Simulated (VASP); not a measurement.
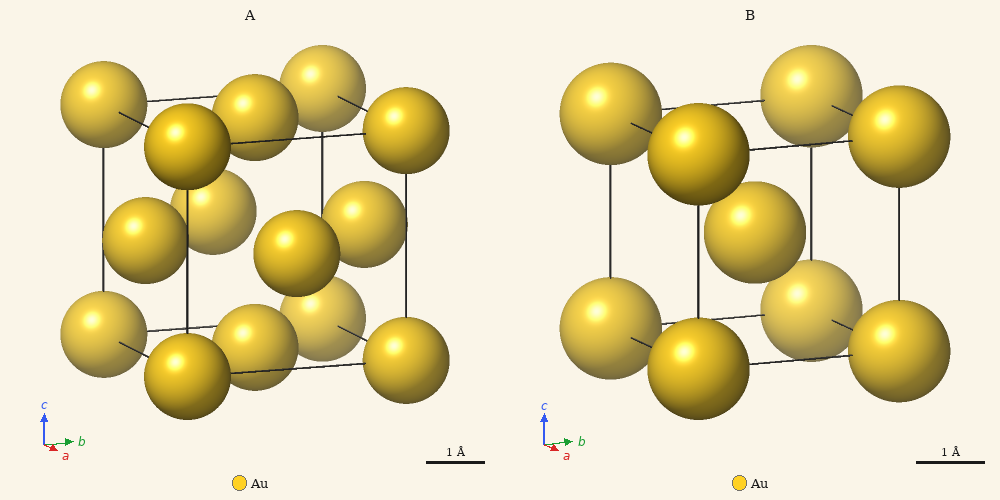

Two structures of Au, each relaxed (cell and atoms) at zero pressure; conventional cells in solid outline, small ones repeated, each panel with its own scale. Alike in all runs: VASP 6.6.1; functional PBEsol; VASP's PAW PBE potentials, release 64 (Au); cutoff 600 eV; occupations gaussian, width 0.1 eV; no spin polarisation; no spin-orbit coupling. The k meshes have like spacings.

> Give the type and space group of each panel.

A: face-centred cubic (Cu type), Fm-3m; B: body-centred cubic (W type), Im-3m.

> Which of these is lowest in energy, and how far above it do the others lie?

A, then B (+20 meV/atom), static energies at zero smearing.

> Collect the results in a table.

| panel | space group | E − E(lowest) (meV/atom) | volume (Å³/atom) |
| --- | --- | --- | --- |
| A | Fm-3m | 0 | 17.0 |
| B | Im-3m | 20 | 17.0 |

The starts are database entries or structure types tried for this composition, and the most stable form need not be among them. Approximate functionals can misorder forms that lie within a few tens of meV/atom, as they do the rutile and anatase forms of TiO₂.

Caveat: spin-orbit coupling is left out, which matters for Au, if less for volumes and forces than for levels.
